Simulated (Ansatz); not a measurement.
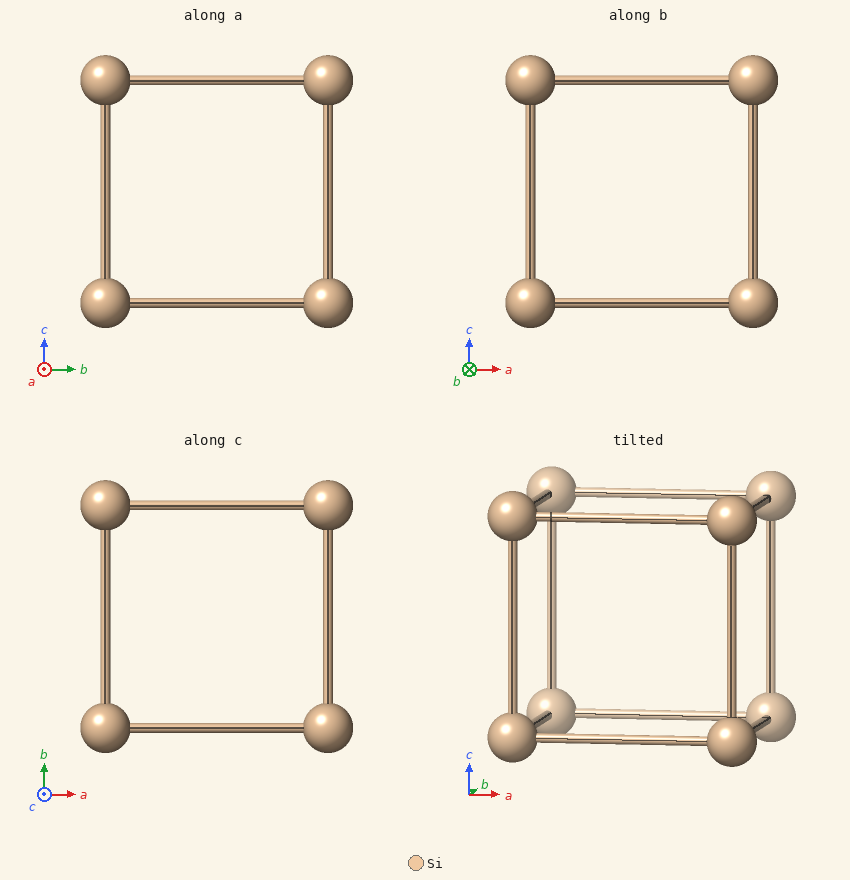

Drawn in the ball-and-stick manner and seen along the a axis, along the b axis, along the c axis and slightly off an axis. The wireframe shows the conventional unit cell.

Lattice parameters: a = 2.5418 Å, b = 2.5418 Å, c = 2.5418 Å, α = 90.000°, β = 90.000°, γ = 90.000°.

Q: From the views, write a CIF with its space group and independent sites.

A:
```cif
data_structure
_symmetry_space_group_name_H-M 'P m -3 m'
_symmetry_Int_Tables_number 221
_cell_length_a 2.5418
_cell_length_b 2.5418
_cell_length_c 2.5418
_cell_angle_alpha 90.000
_cell_angle_beta 90.000
_cell_angle_gamma 90.000
_cell_volume 16.42
loop_
_atom_site_label
_atom_site_type_symbol
_atom_site_symmetry_multiplicity
_atom_site_Wyckoff_symbol
_atom_site_fract_x
_atom_site_fract_y
_atom_site_fract_z
_atom_site_occupancy
Si1 Si 1 a 0.0000 0.0000 0.0000 1
```

Its origin is a structure type filled with this element by a generator (whether the element takes this form wasn't checked). Earlier steps of the study may have refined or changed the cell and positions. Ansatz was used for an electronic-structure calculation on it.
